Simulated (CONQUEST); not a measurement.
**Energy of Al along an even scaling of the cell**

System: Al (4 atoms in the cell).
Method: Kohn-Sham DFT of a periodic cell, PBE, PseudoDojo NC PBE, no spin polarisation (CONQUEST 1.3).

The 7 runs differ only in the geometry, by an even scaling of the cell at fixed fractional positions. The structure derives from a Materials Project entry.

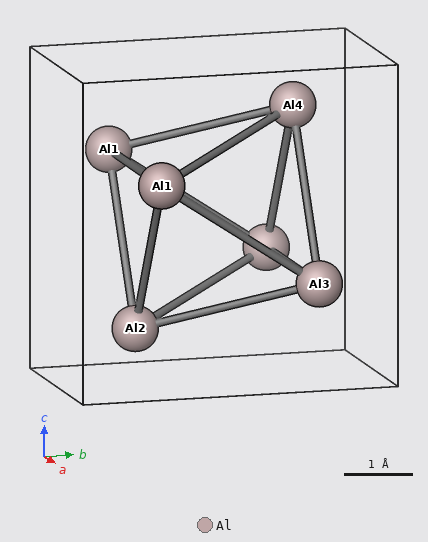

Figure 1. The structure of run 4 (ball-and-stick view of the cell of the calculation, seen slightly off an axis; atoms are numbered from 1 in the order of the input).

## Input of run 4
```
IO.Title Al
IO.Coordinates coords.dat
IO.FractionalAtomicCoords T
IO.Iprint 2
IO.Iprint_init 1
General.NumberOfSpecies 1
General.PseudopotentialType hamann
AtomMove.TypeOfRun static
AtomMove.FullStress T
Grid.PointsAlongX 32
Grid.PointsAlongY 48
Grid.PointsAlongZ 48
DM.SolutionMethod diagon
Diag.MPMesh T
Diag.GammaCentred T
Diag.MPMeshX 9
Diag.MPMeshY 6
Diag.MPMeshZ 6
Diag.kT 0.00183747
minE.SCTolerance 1e-6
SC.MaxIters 100
IO.AtomChargeOutput T
%block ChemicalSpeciesLabel
1 26.980 Al
%endblock
```

Command:
```bash
Conquest
```

Lattice vectors (Å) and fractional positions of run 4:
```
   2.812455    0.000000    0.000000
   0.000000    4.866850    0.000000
   0.000000    0.000000    4.871316
Al  0.000000  0.250000  0.666667
Al  0.500000  0.250000  0.166667
Al  0.000000  0.750000  0.333333
Al  0.500000  0.750000  0.833333
```

Run 2 has the same physical settings and fractional positions; its lattice vectors (Å) are:
```
   2.774445    0.000000    0.000000
   0.000000    4.801074    0.000000
   0.000000    0.000000    4.805479
```

## Results, with one run withheld

```tsv
run	volume per atom (Å³)	free energy per atom, from the lowest run given (meV)	pressure (GPa)
1	15.669	22.40	6.07
2	16.003	?	?
3	16.336	4.36	2.44
4	16.669	0.69	1.02
5	17.003	0.00	−0.32
6	17.336	2.06	−1.54
7	17.670	6.47	−2.74
```

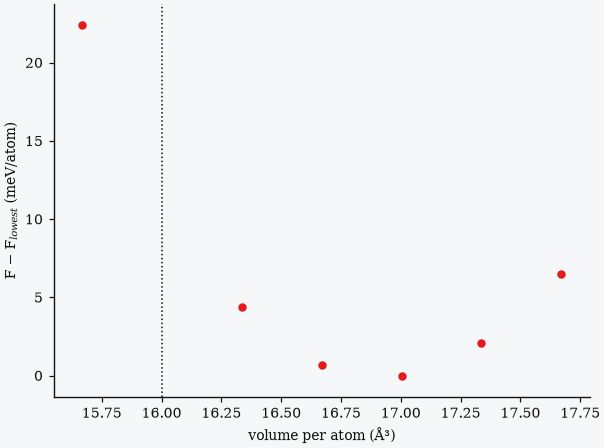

Figure 2. Free energy per atom of the runs given; the dotted line marks run 2.

What should run 2 give?

A cubic polynomial in V^(−2/3) (the Birch–Murnaghan form), fitted to the 6 runs given, misses them by at most 0.02 meV per atom. With x = V^(−2/3) − 0.15270 Å⁻², it reads F = 0.21788 + 649.16 x + 3.5177e+05 x² + 1.1643e+06 x³ (meV per atom). At run 2 it gives 11.45 meV per atom, and the run itself gives 11.54. The slope of the fit gives a pressure −dF/dV of 4.29 GPa there, and the run prints 4.38 GPa. The two needn't agree exactly: the fit is approximate, and the printed stress is taken on a finite basis. The fit has its minimum at 16.913 Å³ per atom, where V d²F/dV² gives 67.6 GPa. Cell shape and fractional positions are held, so this is the stiffness under even scaling; the relaxed bulk modulus wasn't computed.

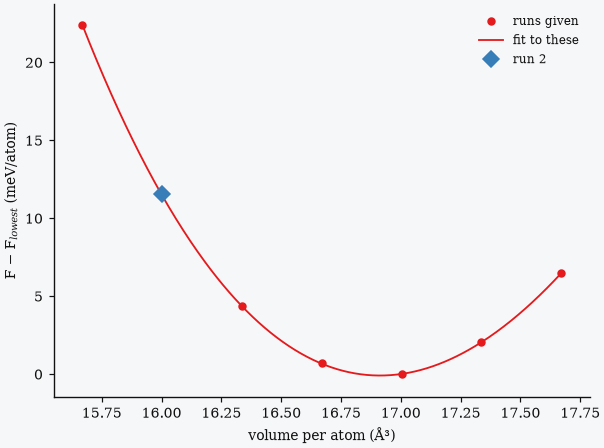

Figure 3. The fit and the withheld run.

## Some lines of the output (run 2)
```
[...]
          DFT Total Energy                 :        -9.242004991113262 Ha
          Free Energy (E-TS)               :        -9.243097024092178 Ha
          DFT Total Energy                 :        -9.242060744110844 Ha
          Free Energy (E-TS)               :        -9.242669676038004 Ha
          DFT Total Energy                 :        -9.242083727929483 Ha
          Free Energy (E-TS)               :        -9.242669399908026 Ha
          DFT Total Energy                 :        -9.242082900386555 Ha
          Free Energy (E-TS)               :        -9.242669753095640 Ha
          DFT Total Energy                 :        -9.242083328292271 Ha
          Free Energy (E-TS)               :        -9.242669114678119 Ha
          DFT Total Energy                 :        -9.242082685029688 Ha
      | Free Energy as E-TS      =        -9.242669114678119 Ha
      |* DFT total energy        =        -9.242082685029688 Ha
    force: Average pressure:      4.38230010 GPa
```

Notes: With a small basis of atomic orbitals these values can differ much from converged plane-wave results.
